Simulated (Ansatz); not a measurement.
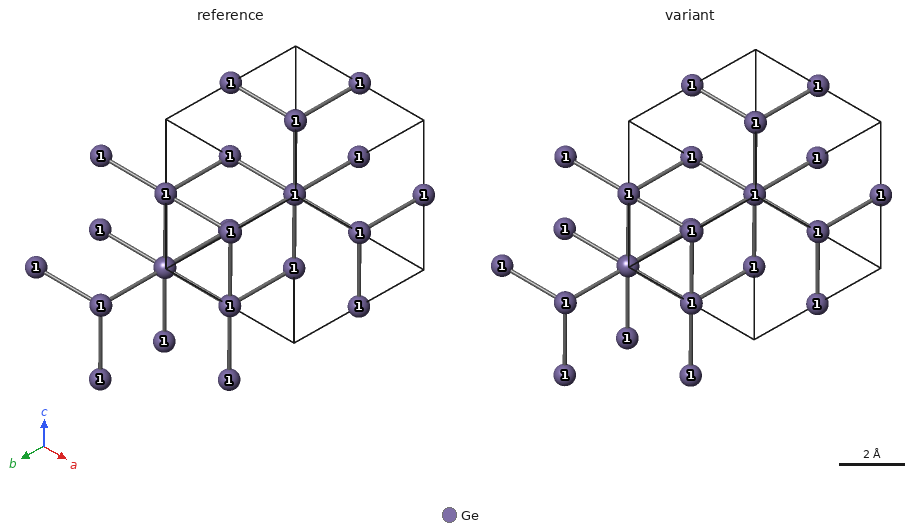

Left: a symmetric starting cell of Ge (made from another compound by putting Ge in place of Si). Right: the same structure after one change, at the same scale. Style: ball-and-stick. Shown: the conventional cell (4 times the calculation's cell), repeated 1 × 2 × 1 with one cell outlined, from a free direction. Lengths and directions refer to the drawn axes.

Computed with DFT PBE, scalar-relativistic, plane waves, PAW in Ansatz. (plane-wave cutoff 420 eV; k-point mesh 12 × 12 × 12; occupations gaussian; smearing width 0.02 eV; no spin polarisation)

> What distinguishes the right structure from the left one?

All lengths are scaled by −2.3 % (volume −6.7 %), the atoms keeping their fractional coordinates. No relaxation follows. The starting cell wasn't computed here and needn't be at equilibrium, so pressure and forces aren't due to the change alone.

> And its effect?

Some distances before and after: Ge–Ge 2.466 → 2.410 Å. The space group stays Fd-3m (No. 227). The pressure is 7.9 GPa (not all of it need come from the change, since the unchanged cell can be under pressure at this level too). All forces vanish by symmetry.
